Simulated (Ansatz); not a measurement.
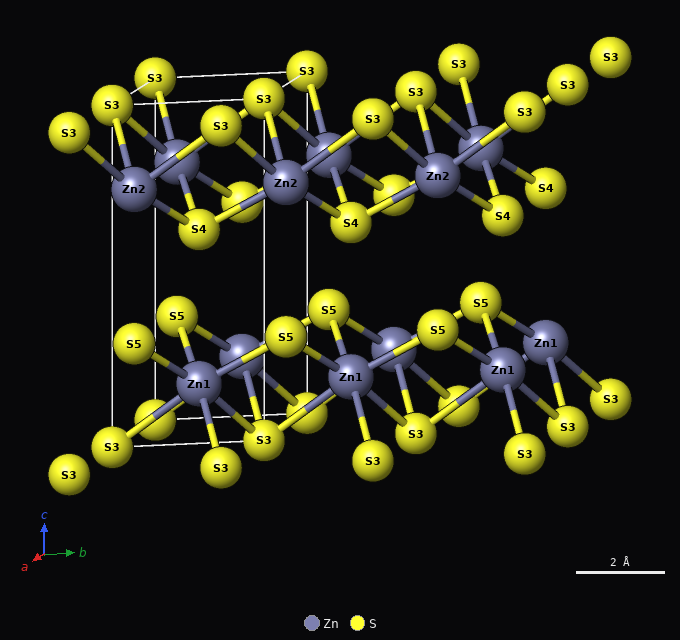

The starting structure (ball-and-stick view of the cell of the calculation, repeated 2 × 3 × 1, seen slightly off an axis; atoms are numbered from 1 in the order of the input). Near neighbours in the crystal (not all of them lie inside the picture): Zn has 6 S at 2.38 to 2.59 Å; S has 6 Zn at 2.59 Å; S has 3 Zn at 2.38 Å.

**Zn₂S₃: geometry relaxation (part 1 of 2)**

System: Zn₂S₃ (P-3m1, 5 atoms in the cell).
Method: DFT r2SCAN, scalar-relativistic, plane waves, PAW, no spin polarisation (Ansatz 0.2.0).

The structure was built on a prototype by a generator; it need not be a known phase. It belongs to a series of runs on one base structure; here: A-type sesquioxide type (P-3m1, No. 164). Figures and captions count atoms from 1; the log counts them from 0 in places.

**Input**
```yaml
crystal:
  lattice:
    - [3.5622745086, 0.0, 0.0]
    - [-1.7811372543, 3.0850202197, 0.0]
    - [0.0, 0.0, 7.9118166137]
  atoms:
    - { symbol: Zn, position: [0.3333333333, 0.6666666667, 0.1991632703] }
    - { symbol: Zn, position: [0.6666666667, 0.3333333333, 0.8008367297] }
    - { symbol: S, position: [0.0, 0.0, 0.0] }
    - { symbol: S, position: [0.3333333333, 0.6666666667, 0.650492784] }
    - { symbol: S, position: [0.6666666667, 0.3333333333, 0.349507216] }
basis:
  ecutwfc: 500
kpoints:
  mp_grid: { grid: [12, 12, 6] }
hamiltonian:
  xc: r2scan
scf:
  occupations: { method: gaussian, width: 0.1 }
output:
  forces: true
  stress: true
  eigenvalues: true
relax:
  adjacent_minimum: "off"
  f_tol: 0.01
  max_steps: 80
  cell: { stress_tol: 0.05 }
```

Launch command:
```bash
ansatz run input.yaml --threads 1 --pin off --max-ram 2560MiB --backend cpu --events-out ev --progress --plain --runs-dir out
```

**Output**
```
Engine: ansatz 0.2.0, x86_64-unknown-linux-gnu
Pseudopotentials: kind: paw
Pseudopotential: Zn, paw, valence charge 12, recommended cutoff 500 eV (meta_gga), Zn.paw.azcp
Pseudopotential: S, paw, valence charge 6, recommended cutoff 500 eV (meta_gga), S.paw.azcp
Functional definition: r2SCAN
  parameter k0 = 0.174
  parameter k1 = 0.065
  parameter a1 = 4.9479
  exchange = r2scan_x(k0 = k0, k1 = k1, a1 = a1)
  correlation = r2scan_c
Crystal: 5 atoms, lattice volume = 86.948 Å³
Basis set: ecut = 500 eV, 2261 PW (Γ), exchange–correlation on 108×108×240 points (64 copies of the dense FFT grid, shifted against one another)
Bands: 26, of which v1, the nominal top of the filled ones, is band 21 counted from 1 (20 counted from 0)
Symmetry: 12 space group operations
Space group: P-3m1 (ITA 164), of the structure as read, at distance tolerance 4.4e-5 Å
k-points: 100 of 864
Non-local potential: Zn, projectors of the file, l = 0: 2, l = 1: 2, l = 2: 3, l = 3: 1
Non-local potential: S, projectors of the file, l = 0: 2, l = 1: 2, l = 2: 2
PAW form: soft (Blöchl's): semilocal exchange-correlation on the pseudo side does not see the compensation charge
PAW frozen core: Zn, regenerated for the run's functional (the file was generated under x = pbe(κ = 0.804, μ = 0.2195149727645171), c = pbe(β = 0.06672455060314922))
PAW frozen core: S, regenerated for the run's functional (the file was generated under x = pbe(κ = 0.804, μ = 0.2195149727645171), c = pbe(β = 0.06672455060314922))
PAW one-centre angular grid: Zn, 590 points (default); XC on 261 of its mesh's 2673 points in the sphere
PAW one-centre angular grid: S, 302 points (default); XC on 160 Gauss nodes
Initial density: superposition of atomic densities (neutral atoms: chi_scale 0, normalization atom), corrected by the library's trained network
Initial wavefunctions: pseudopotential atomic-orbital guess
Functional: x = r2scan, c = r2scan; τ floored in thin density (d = 2e-4 eV/Å³)
SCF iter   1: F=—  HF=-9369.943218 eV  |F-HF|=—  |Δ(HF+E_count)|=         —  Δρ=1.68e-2  dr2=1.32e-1  dr2_τ=1.17e-2  ethr=1.77e-3  ⟨swp⟩=5.7  Hψ=11861  notcnv=0
preconditioner: auto → Kerker (q_TF=auto, 2.417 Å⁻¹)  [metal: Δε(μ)=0.006 eV  Ē_g=10.869 eV  σ=0.100 eV  W_gap=0.03  n_scr=24 (ndim 8)  ℏωp=25.8 eV  f_vac=0.005  D(μ)=3.46/eV (n_scr^D=36)]
SCF iter   2: F=—  HF=-9369.952638 eV  |F-HF|=—  |Δ(HF+E_count)|=   9.42e-3  Δρ=3.50e-3  dr2=2.00e-2  dr2_τ=6.75e-4  ethr=3.15e-4  ⟨swp⟩=2.0  Hψ=5678  notcnv=0  defer=22
SCF iter   3: F=—  HF=-9369.948320 eV  |F-HF|=—  |Δ(HF+E_count)|=   4.32e-3  Δρ=4.09e-3  dr2=1.38e-2  dr2_τ=6.26e-5  ethr=4.76e-5  ⟨swp⟩=2.0  Hψ=4038  notcnv=0  defer=22
SCF iter   4: F=—  HF=-9369.946986 eV  |F-HF|=—  |Δ(HF+E_count)|=   1.33e-3  Δρ=1.38e-3  dr2=3.97e-3  dr2_τ=2.14e-5  ethr=3.28e-5  ⟨swp⟩=1.0  Hψ=2578  notcnv=0  defer=22
SCF iter   5: F=—  HF=-9369.946696 eV  |F-HF|=—  |Δ(HF+E_count)|=   2.90e-4  Δρ=4.06e-4  dr2=5.66e-4  dr2_τ=1.02e-5  ethr=9.46e-6  ⟨swp⟩=1.0  Hψ=2578  notcnv=0  defer=22
SCF iter   6: F=—  HF=-9369.946614 eV  |F-HF|=—  |Δ(HF+E_count)|=   8.20e-5  Δρ=1.55e-4  dr2=1.05e-4  dr2_τ=1.57e-6  ethr=1.35e-6  ⟨swp⟩=2.2  Hψ=3582  notcnv=0  defer=22
SCF iter   7: F=—  HF=-9369.946610 eV  |F-HF|=—  |Δ(HF+E_count)|=   4.61e-6  Δρ=6.52e-5  dr2=4.78e-6  dr2_τ=1.99e-7  ethr=2.49e-7  ⟨swp⟩=2.2  Hψ=3113  notcnv=0  defer=22
SCF iter   8: F=—  HF=-9369.946611 eV  |F-HF|=—  |Δ(HF+E_count)|=   7.88e-7  Δρ=2.37e-5  dr2=4.77e-7  dr2_τ=1.67e-8  ethr=1.14e-8  ⟨swp⟩=2.0  Hψ=4117  notcnv=0  defer=22
SCF iter   9: F=-9369.946611 eV  HF=-9369.946611 eV  |F-HF|=5.32e-9  |Δ(HF+E_count)|=   2.26e-7  Δρ=4.92e-6  dr2=2.05e-8  dr2_τ=4.31e-10  ethr=2.38e-10  ⟨swp⟩=6.7  Hψ=11681  notcnv=0
SCF 1 converged in 9 iterations: F = -9369.946611 eV  dr2 = 2.05e-8
  greatest PAW one-centre occupation: 0.984 electrons in one spin orbital (limit 2), on the Zn atom at site 1 (counted from 0), in its partial waves of l = 2
relax step   1: F+E_penalty+E_count = -9369.94661077 eV  Δ(F+E_penalty+E_count) = +0.000e0 eV  max|allowed force component| = 1.644e-2 eV/Å  Δτ_max = 0.0000 Å  P = +0.164 GPa  Ω = 86.948 Å³  (9 SCF iters, dr2 threshold 1.00e-7 eV, accepted)
Crystal: 5 atoms, lattice volume = 86.752 Å³
Initial density: handed on by an earlier stage of this run
Initial wavefunctions: those handed on with the density
iter 1 solved again at ethr=1.71e-6 eV; its pass at ethr=3.10e-3 eV (dr2=7.19e-4 eV) is discarded
SCF iter   1: F=—  HF=-9369.945339 eV  |F-HF|=—  |Δ(HF+E_count)|=         —  Δρ=1.17e-3  dr2=7.39e-4  dr2_τ=1.69e-3  ethr=1.71e-6  ⟨swp⟩=2.0  Hψ=15128  notcnv=0
preconditioner: auto → Kerker (q_TF=auto, 2.418 Å⁻¹)  [metal: Δε(μ)=0.005 eV  Ē_g=10.710 eV  σ=0.100 eV  W_gap=0.03  n_scr=24 (ndim 8)  ℏωp=25.8 eV  f_vac=0.005  D(μ)=3.31/eV (n_scr^D=36)]
SCF iter   2: F=—  HF=-9369.947539 eV  |F-HF|=—  |Δ(HF+E_count)|=   2.20e-3  Δρ=5.91e-4  dr2=1.49e-4  dr2_τ=7.39e-6  ethr=1.71e-6  ⟨swp⟩=2.0  Hψ=4695  notcnv=0
SCF iter   3: F=—  HF=-9369.947566 eV  |F-HF|=—  |Δ(HF+E_count)|=   2.65e-5  Δρ=2.67e-4  dr2=4.32e-5  dr2_τ=9.66e-7  ethr=3.55e-7  ⟨swp⟩=2.8  Hψ=5162  notcnv=0
SCF iter   4: F=—  HF=-9369.947570 eV  |F-HF|=—  |Δ(HF+E_count)|=   4.48e-6  Δρ=9.31e-5  dr2=9.48e-6  dr2_τ=2.62e-7  ethr=1.03e-7  ⟨swp⟩=2.1  Hψ=4371  notcnv=0
SCF iter   5: F=—  HF=-9369.947569 eV  |F-HF|=—  |Δ(HF+E_count)|=   6.96e-7  Δρ=3.42e-5  dr2=2.79e-6  dr2_τ=2.90e-8  ethr=2.26e-8  ⟨swp⟩=2.0  Hψ=3942  notcnv=0
SCF iter   6: F=—  HF=-9369.947570 eV  |F-HF|=—  |Δ(HF+E_count)|=   2.19e-7  Δρ=1.10e-5  dr2=4.83e-7  dr2_τ=2.71e-9  ethr=6.65e-9  ⟨swp⟩=2.6  Hψ=4710  notcnv=0
SCF iter   7: F=-9369.947570 eV  HF=-9369.947570 eV  |F-HF|=5.15e-8  |Δ(HF+E_count)|=   1.08e-8  Δρ=4.28e-6  dr2=6.62e-8  dr2_τ=2.33e-10  ethr=9.82e-10  ⟨swp⟩=4.1  Hψ=9098  notcnv=0
the search or the solves at the SCF's close seem to have found levels that the self-consistency loop had missed (the run counts 1). By its estimate they hold under 1e-12 electrons; where the run keeps them, the occupations were computed again with them
SCF 2 converged in 7 iterations: F = -9369.947570 eV  dr2 = 6.62e-8
relax step   2: F+E_penalty+E_count = -9369.94756952 eV  Δ(F+E_penalty+E_count) = -9.588e-4 eV  max|allowed force component| = 1.662e-2 eV/Å  Δτ_max = 0.0097 Å  P = +0.173 GPa  Ω = 86.752 Å³  energy of the carried Pulay correction = +4.416e-5 eV  (7 SCF iters, dr2 threshold 4.12e-7 eV, accepted)
Crystal: 5 atoms, lattice volume = 87.019 Å³
iter 1 solved again at ethr=1.38e-6 eV; its pass at ethr=3.10e-3 eV (dr2=5.78e-4 eV) is discarded
SCF iter   1: F=—  HF=-9369.946951 eV  |F-HF|=—  |Δ(HF+E_count)|=         —  Δρ=7.24e-4  dr2=5.50e-4  dr2_τ=8.21e-4  ethr=1.38e-6  ⟨swp⟩=2.1  Hψ=12953  notcnv=0
preconditioner: auto → Kerker (q_TF=auto, 2.416 Å⁻¹)  [metal: Δε(μ)=0.012 eV  Ē_g=10.697 eV  σ=0.100 eV  W_gap=0.07  n_scr=24 (ndim 8)  ℏωp=25.8 eV  f_vac=0.005  D(μ)=3.43/eV (n_scr^D=36)]
SCF iter   2: F=—  HF=-9369.947874 eV  |F-HF|=—  |Δ(HF+E_count)|=   9.22e-4  Δρ=3.64e-4  dr2=8.64e-5  dr2_τ=5.39e-6  ethr=1.31e-6  ⟨swp⟩=2.0  Hψ=4648  notcnv=0
SCF iter   3: F=—  HF=-9369.947880 eV  |F-HF|=—  |Δ(HF+E_count)|=   6.62e-6  Δρ=1.52e-4  dr2=3.53e-5  dr2_τ=4.39e-7  ethr=2.06e-7  ⟨swp⟩=2.4  Hψ=4580  notcnv=0
SCF iter   4: F=—  HF=-9369.947881 eV  |F-HF|=—  |Δ(HF+E_count)|=   4.36e-7  Δρ=7.44e-5  dr2=1.14e-5  dr2_τ=1.26e-7  ethr=8.41e-8  ⟨swp⟩=2.0  Hψ=3669  notcnv=0
SCF iter   5: F=—  HF=-9369.947879 eV  |F-HF|=—  |Δ(HF+E_count)|=   1.29e-6  Δρ=3.52e-5  dr2=4.89e-6  dr2_τ=2.44e-8  ethr=2.71e-8  ⟨swp⟩=2.0  Hψ=3614  notcnv=0
SCF iter   6: F=—  HF=-9369.947879 eV  |F-HF|=—  |Δ(HF+E_count)|=   4.77e-7  Δρ=1.06e-5  dr2=5.81e-7  dr2_τ=5.37e-9  ethr=1.16e-8  ⟨swp⟩=2.3  Hψ=4449  notcnv=0
SCF iter   7: F=-9369.947879 eV  HF=-9369.947879 eV  |F-HF|=2.13e-8  |Δ(HF+E_count)|=   3.66e-8  Δρ=4.23e-6  dr2=3.87e-8  dr2_τ=2.85e-10  ethr=4.82e-10  ⟨swp⟩=4.4  Hψ=9718  notcnv=0
SCF 3 converged in 7 iterations: F = -9369.947879 eV  dr2 = 3.87e-8
relax step   3: F+E_penalty+E_count = -9369.94787885 eV  Δ(F+E_penalty+E_count) = -3.093e-4 eV  max|allowed force component| = 8.473e-3 eV/Å  Δτ_max = 0.0077 Å  P = +0.043 GPa  Ω = 87.019 Å³  energy of the carried Pulay correction = -1.588e-5 eV  (7 SCF iters, dr2 threshold 2.02e-7 eV, accepted)
Initial wavefunctions: pseudopotential atomic-orbital guess (no wavefunctions were taken with the density)
iter 1 solved again at ethr=2.08e-7 eV; its pass at ethr=3.10e-3 eV (dr2=8.75e-5 eV) is discarded
SCF iter   1: F=—  HF=-9369.947867 eV  |F-HF|=—  |Δ(HF+E_count)|=         —  Δρ=6.55e-5  dr2=1.16e-7  dr2_τ=2.70e-8  ethr=2.08e-7  ⟨swp⟩=3.0  Hψ=19138  notcnv=0
preconditioner: auto → Kerker (q_TF=auto, 2.416 Å⁻¹)  [metal: Δε(μ)=0.002 eV  Ē_g=10.709 eV  σ=0.100 eV  W_gap=0.01  n_scr=24 (ndim 8)  ℏωp=25.8 eV  f_vac=0.005  D(μ)=3.41/eV (n_scr^D=36)]
SCF iter   2: F=—  HF=-9369.947887 eV  |F-HF|=—  |Δ(HF+E_count)|=   1.99e-5  Δρ=3.32e-5  dr2=3.45e-8  dr2_τ=2.19e-7  ethr=2.76e-10  ⟨swp⟩=2.2  Hψ=4754  notcnv=0
SCF iter   3: F=—  HF=-9369.947893 eV  |F-HF|=—  |Δ(HF+E_count)|=   6.29e-6  Δρ=3.17e-6  dr2=8.25e-9  dr2_τ=6.41e-10  ethr=8.21e-11  ⟨swp⟩=2.0  Hψ=4702  notcnv=0
SCF iter   4: F=—  HF=-9369.947893 eV  |F-HF|=—  |Δ(HF+E_count)|=  6.13e-10  Δρ=1.68e-6  dr2=2.22e-9  dr2_τ=4.48e-10  ethr=1.96e-11  ⟨swp⟩=2.0  Hψ=4219  notcnv=0
SCF iter   5: F=—  HF=-9369.947893 eV  |F-HF|=—  |Δ(HF+E_count)|=   9.13e-9  Δρ=7.88e-7  dr2=6.94e-10  dr2_τ=9.96e-11  ethr=5.28e-12  ⟨swp⟩=2.9  Hψ=4845  notcnv=0
SCF iter   6: F=-9369.947893 eV  HF=-9369.947893 eV  |F-HF|=1.82e-11  |Δ(HF+E_count)|=   2.43e-9  Δρ=2.40e-7  dr2=4.30e-11  dr2_τ=2.04e-12  ethr=1.00e-12  ⟨swp⟩=3.6  Hψ=10809  notcnv=0
SCF 4 converged in 6 iterations: F = -9369.947893 eV  dr2 = 4.30e-11
relax step   4: F+E_penalty+E_count = -9369.94789309 eV  Δ(F+E_penalty+E_count) = -1.425e-5 eV  max|allowed force component| = 8.486e-3 eV/Å  Δτ_max = 0.0000 Å  P = +0.043 GPa  Ω = 87.019 Å³  stress off target by 4.39e-2 GPa  SCF on the basis re-selected at this cell (its energy is not comparable with the rows above)  (6 SCF iters)
```
